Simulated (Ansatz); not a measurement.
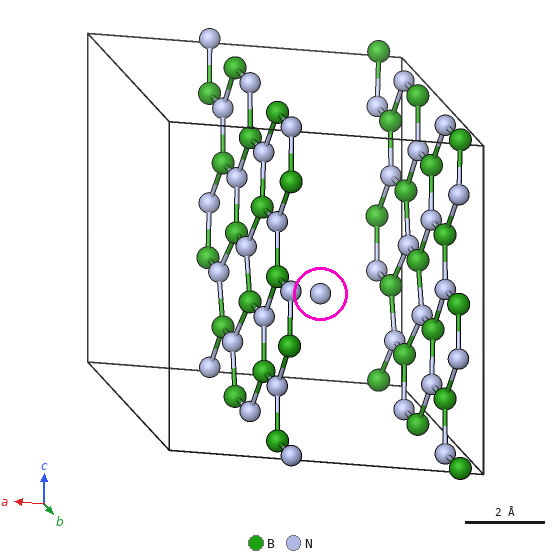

The image is a ball-and-stick drawing of a crystal, viewed from a general direction. The parallelepiped is the supercell. The host is BN, in a cell of 48 sites, and the cell carries a charge of -1. A ring marks the defect's site.

### Where does the cell differ from the host, and how?

An interstitial nitrogen atom. It is bonded to no bonds drawn.

The atoms were relaxed in the host's cell with DFT PBE, scalar-relativistic, plane waves, PAW (Ansatz 0.2.0).
